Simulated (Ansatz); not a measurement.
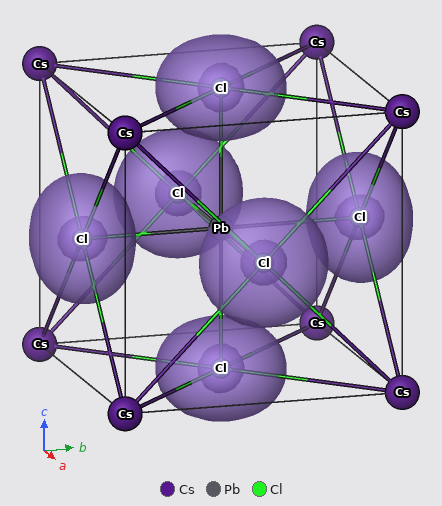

Figure 1: CsPbCl₃. Isosurface of the ELF at 0.75 (purple), seen slightly off an axis. Core shells and regions of very low density are left out. Sticks mark near contacts.

Space group Pm-3m; a structure from a database of computed crystals, not necessarily the ambient phase.

Theory: DFT PBEsol, scalar-relativistic, plane waves, PAW in Ansatz.

In a PAW calculation such maps are meaningful between the atoms, not at the nuclei.

The calculation's input:

```
crystal:
  lattice:
    - [5.67984477, 0.0, 0.0]
    - [0.0, 5.67984477, 0.0]
    - [0.0, 0.0, 5.67984477]
  atoms:
    - { symbol: Cs, position: [0.0, 0.0, 0.0] }
    - { symbol: Pb, position: [0.5, 0.5, 0.5] }
    - { symbol: Cl, position: [0.0, 0.5, 0.5] }
    - { symbol: Cl, position: [0.5, 0.0, 0.5] }
    - { symbol: Cl, position: [0.5, 0.5, 0.0] }
basis:
  ecutwfc: 420
kpoints:
  mp_grid: { grid: [4, 4, 4] }
hamiltonian:
  xc: pbesol
scf:
  occupations: { method: gaussian, width: 0.02 }
output:
  forces: true
  stress: true
  eigenvalues: true
  write_density: true
  write_potential: true
  elf: true
  volumetric_format: npy
relax:
  adjacent_minimum: "off"
  f_tol: 0.005
  max_steps: 80
  cell: { stress_tol: 0.05 }
```

Run with:

```sh
ansatz run input.yaml --threads 8 --pin off --max-ram 14336MiB --backend cpu --events-out ev --progress --plain --runs-dir out
```

Below, planes, directions and counts refer to the conventional cell (a = 5.62 Å, b = 5.62 Å, c = 5.62 Å, α = 90.00°, β = 90.00°, γ = 90.00°).

The fields are those of the relaxed geometry.

What do the ELF domains correspond to?

The ELF exceeds this value in three regions wrapped around Cl (the valence shell of each), counted in one cell of 5 atoms. Any copies at cell faces, edges or corners count once.

Values along the shortest contacts:
Pb–Cl (2.81 Å): the ELF peaks at about 0.85 in the valence shell of Cl, 0.8 Å from its nucleus, and drops to about 0.20 between the two atoms. Cs–Cl (3.98 Å): the ELF is about 0 at the midpoint; an ionic contact with no shared pair.

Does the calculation give a band gap?

It is gapped, with a Kohn–Sham gap of 1.8 eV on the k-point mesh (the band edges may lie off the mesh, which would make the gap smaller).
